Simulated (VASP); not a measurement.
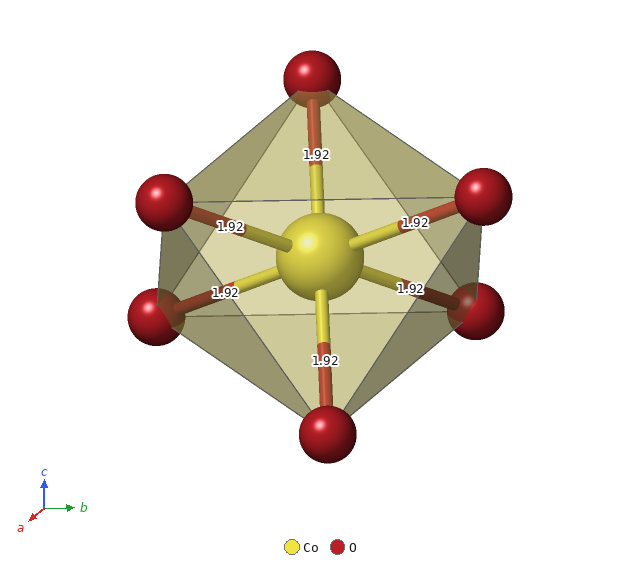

Coordination of Co in CoPdO₂ (R-3m); bond lengths in Å. Shape measures S are computed against regular polyhedra or, for capped shapes, the nearer of the equal-edge and equal-bond forms. Source: a cell listed in the Materials Project, as set up for an electronic-structure calculation.

> What geometry does the central atom have?

CoO6: a slightly distorted octahedron (coordination number 6, S = 0.73; next best trigonal prism, S = 16.5).

> Does the central atom sit at the centroid of its ligands?

Yes, to within 0.01 Å; the site symmetry is -3m.
